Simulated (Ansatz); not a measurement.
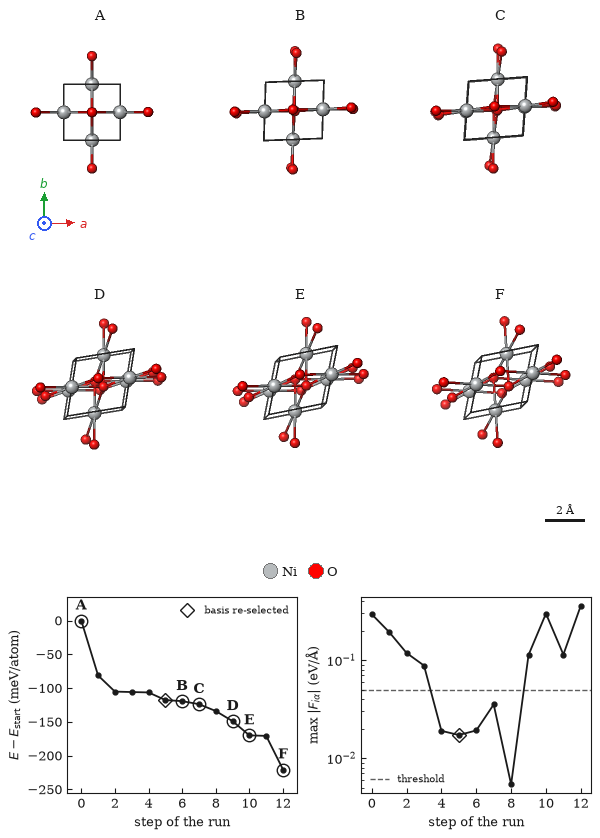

Frames of a relaxation of a crystal of NiO (a generated structure, set up in C2/c) (coarse preliminary run), marked on the history of the run. The picture is a ball-and-stick view of the cell of the calculation, seen along the c axis.

Case: Cu → Ni on all its sites, cell and atoms relaxed.

The calculation used DFT PBE+U, scalar-relativistic, plane waves, PAW in Ansatz 0.2.0.

Input file:
```yaml
crystal:
  lattice:
    - [2.0449394942, -2.0371352444, 0.043042865]
    - [2.0449394942, 2.0371352444, 0.043042865]
    - [-0.1124291807, 0.0, 5.0382597664]
  atoms:
    - { symbol: Ni, position: [0.5, 0.0, 0.5], spin: 1.21 }
    - { symbol: Ni, position: [0.0, 0.5, 0.0], spin: 1.21 }
    - { symbol: O, position: [0.5003472819, 0.4996527181, 0.25], spin: -0.16 }
    - { symbol: O, position: [0.4996527181, 0.5003472819, 0.75], spin: -0.16 }
basis:
  ecutwfc: 420
kpoints:
  mp_grid: { grid: [8, 8, 4] }
hamiltonian:
  xc: pbe
  hubbard: { sites: [{ species: Ni, l: d, u_eff: 6.2 }] }
scf:
  occupations: { method: gaussian, width: 0.1 }
output:
  forces: true
  stress: true
  eigenvalues: true
  populations: true
magnetization:
  spin_polarized: true
relax:
  adjacent_minimum: "off"
  f_tol: 0.05
  max_steps: 60
  cell: { stress_tol: 0.5 }
```

Launched with:
```bash
ansatz run input.yaml --threads 2 --pin off --max-ram 5120MiB --backend cpu --events-out ev --progress --plain --runs-dir out
```

Q: Describe the path.

A: The run was cut off at its time limit before the relaxation converged, so the last structure is only a point on the way. The largest moves relative to the cell, 0.43 Å, are those of O3 and O4. O4 goes along [1 −1 0]. Ni stays in place. The volume changes by +2.0 %, with a = b 2.887 → 2.971 Å (+2.9 %), c 5.040 → 5.338 Å (+5.9 %), α 90.1° → 81.7°, β 90.1° → 81.7°, γ 89.8° → 67.5°. Near-neighbour distances that change, for instance: Ni1–O3 1.916 → 2.077 Å, Ni1–O3 (another image) 1.916 → 2.008 Å. Bond angles that change, for instance: Ni1–O3–Ni2 115.7° → 157.4°, Ni1–O3–Ni2 115.5° → 100.4°, Ni1–O3–Ni2 115.9° → 105.6°. Within 0.06 Å the space group is P4_2/mmc at the start and C2/c at the end; at a tighter tolerance small leftover displacements or strains of the cell lower it. After 11 accepted moves (12 points after the start) the energy has fallen by 220 meV per atom. Largest force component: 0.29 eV/Å at the start, 0.36 eV/Å at the end. The pressure goes from 25.75 to −5.64 GPa. The SCF was repeated once at an unchanged geometry on a basis and grid sized afresh for the cell, which shifted the energy by 11.3 meV per atom at most. The program noted that the starting moments weren't kept. Cost: 5.4 min on 2 threads of Intel(R) Xeon(R) Platinum 8488C (Sapphire Rapids) (shared host), peak memory 0.88 GiB. From step 0 to 6: O atoms move most (0.06 Å), volume +14.3 %, energy −119 meV per atom. From step 6 to 7: O atoms move most (0.06 Å), volume +0.6 %, energy −4.5 meV per atom. From step 7 to 9: O atoms move most (0.14 Å), volume −3.8 %, energy −25.2 meV per atom. From step 9 to 10: O atoms move most (0.08 Å), volume −3.5 %, energy −21.0 meV per atom. From step 10 to 12: O atoms move most (0.12 Å), volume −4.4 %, energy −50.6 meV per atom.
